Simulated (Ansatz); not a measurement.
# WS: what the fields show

```
CELL_PARAMETERS angstrom
4.31293 0.00000 0.00000
0.00000 4.31293 0.00000
0.00000 0.00000 4.94945
ATOMIC_POSITIONS crystal
W 0.00000 0.00000 0.50000
W 0.50000 0.50000 0.00000
S 0.00000 0.00000 0.00000
S 0.50000 0.50000 0.50000
```

Space group I4/mmm; a generated structure, not necessarily the stable one; computed pressure about −25 GPa in this cell.

The calculation used Kohn-Sham DFT of a periodic cell, r2SCAN0, Ansatz PAW (Ansatz).

The density is the valence pseudo-density of a PAW calculation; it isn't the true density close to the nuclei.

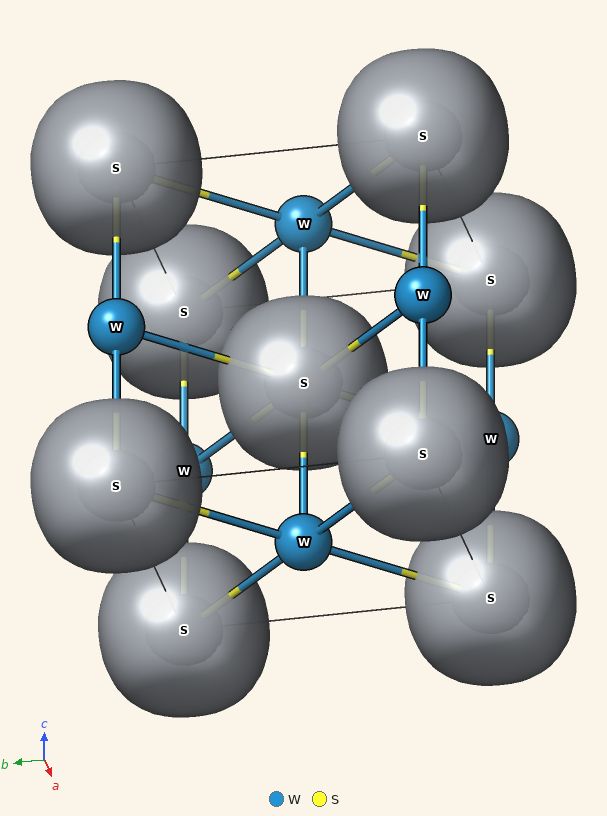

Figure 1. Isosurface of the electron localisation function at 0.65 (grey), seen at an oblique angle. Core shells and regions of very low density are left out. Sticks mark near contacts.

### Describe the localisation domains.

The ELF exceeds this value in two regions wrapped around S (the valence shell of each), counted in one cell of 4 atoms. Any copies at cell faces, edges or corners count once. Along the contacts the grid gives the following. W–S (2.47 Å): the ELF peaks at about 0.85 in the valence shell of S, 0.8 Å from its nucleus, and is about 0.35 at the midpoint.

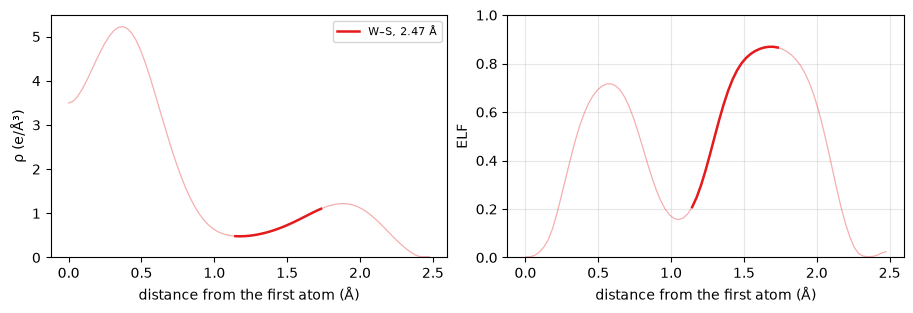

Figure 2. Valence charge density (pseudo) and ELF along straight lines between neighbouring atoms. Thin, pale parts lie inside the atomic spheres.

### What can be read from the curves?

W–S (2.47 Å): the density is about 0.49 e/Å³ at the midpoint; the ELF peaks at about 0.85 in the valence shell of S, 0.8 Å from its nucleus, and is about 0.35 at the midpoint.

### Does the calculation make it a metal, or give it a gap?

It is metallic or semimetallic at this level of theory: no gap opens; semilocal functionals without U, or without the true magnetic order, often close the gap of such compounds.
